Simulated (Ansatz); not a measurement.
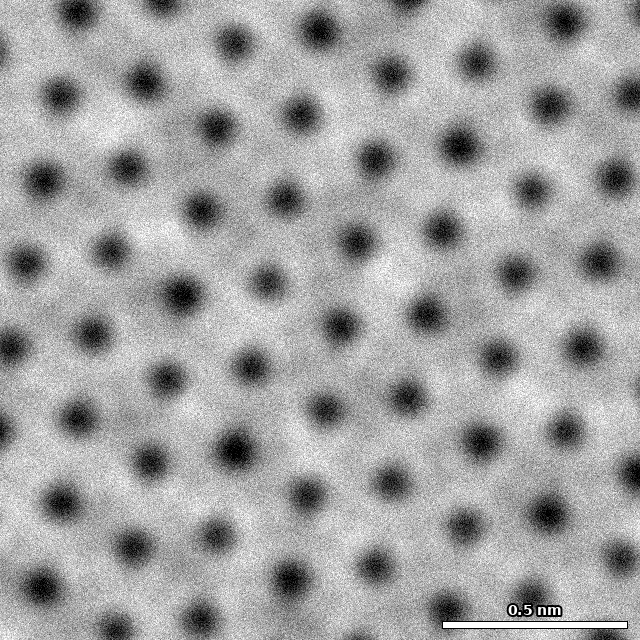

Phase-contrast TEM-like image of Ir (P6_3/mmc, No. 194). Simulated in the weak-phase-object approximation with neutral-atom potentials: 200 kV, Cs = 40 µm, defocus −120 Å (negative is underfocus), defocus spread 15 Å, aperture 0.96 1/Å. Shot noise and the speckle of an amorphous layer were added. Atomic positions: the geometry relaxed with DFT, LDA (PW92), plane waves (420 eV) with PAW, scalar-relativistic (Ansatz); the starting structure was generated, so it need not be a known form of this composition.

```cif
data_structure
_symmetry_space_group_name_H-M 'P 1'
_symmetry_Int_Tables_number 1
_cell_length_a 2.7053
_cell_length_b 2.7053
_cell_length_c 4.3911
_cell_angle_alpha 90.000
_cell_angle_beta 90.000
_cell_angle_gamma 120.000
_cell_volume 27.83
loop_
_atom_site_label
_atom_site_type_symbol
_atom_site_fract_x
_atom_site_fract_y
_atom_site_fract_z
_atom_site_occupancy
Ir1 Ir 0.33333 0.66667 0.25000 1
Ir2 Ir 0.66667 0.33333 0.75000 1
```

**Along which zone axis is the crystal seen: [101], [100], [001] or [311]? (Directions equivalent by symmetry count as one.)**

[100]. The projected cells are 2.30 × 2.61 Å, 116° for [101]; 2.34 × 4.39 Å, 90° for [100]; 2.71 × 2.71 Å, 120° for [001]; 1.60 × 2.07 Å, 92° for [311], and the image repeats as the [100] one does.
